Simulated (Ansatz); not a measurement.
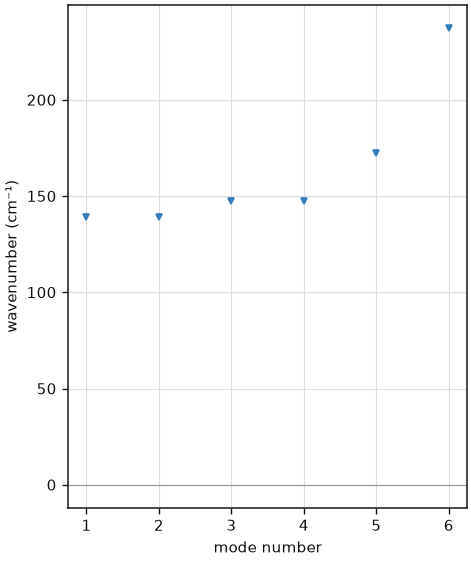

The plot gives the computed zone-centre optical phonon frequencies (the three acoustic modes are left out) for SnSe₂, space group P-3m1 (No. 164).

Structure:
```xyz
3
Lattice="3.8098 0.0000 0.0000 -1.9049 3.2994 0.0000 0.0000 0.0000 5.6370" Properties=species:S:1:pos:R:3 pbc="T T T"
Sn    0.0000    0.0000    0.0000
Se    0.0000    2.1996    1.5922
Se    1.9049    1.0998    4.0448
```

Calculation (Ansatz 0.2.0): harmonic phonon frequencies at the zone centre with atoms at rest in the given cell, without the long-range term of polar modes, the three translations left out, imaginary frequencies are negative; plane waves with PAW datasets, Γ-centred k mesh. Level: PBE with D3(BJ), no spin polarisation.

- wave cutoff: 420 eV
- k mesh: 12×12×8
- occupations: Fermi–Dirac
- smearing width: 0.15 eV
- pressure: 3 GPa
- phonon method: linear response

This calculation gives: highest mode 237.5 cm⁻¹ and lowest optical mode 139.3 cm⁻¹.

Now the cell is compressed by 7.1 % in volume, to 21.94 Å³/atom, with shape and atoms relaxed (pressure 8 GPa against 3). Predict the effect.

The highest mode rises from 237.5 to 241.2 cm⁻¹ (+1.6 %) and the lowest optical mode rises from 139.3 to 157.6 cm⁻¹ (+13 %). The shift of the highest mode amounts to a Grüneisen parameter of 0.21.

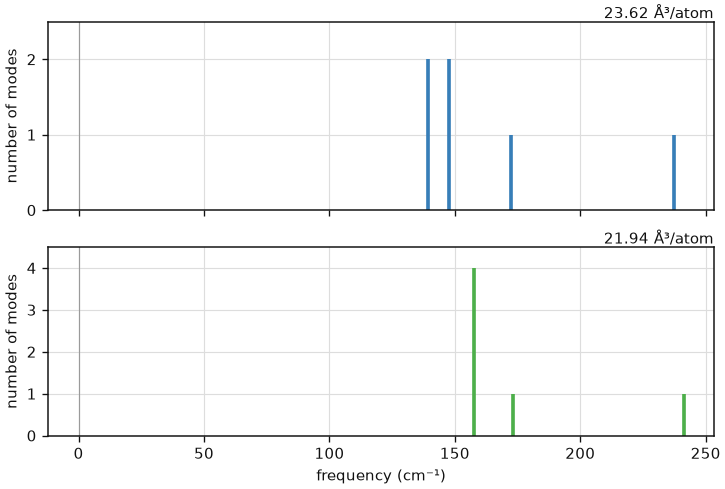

The two results together.

For both, limits of the calculation: metal sensitive to the k mesh.
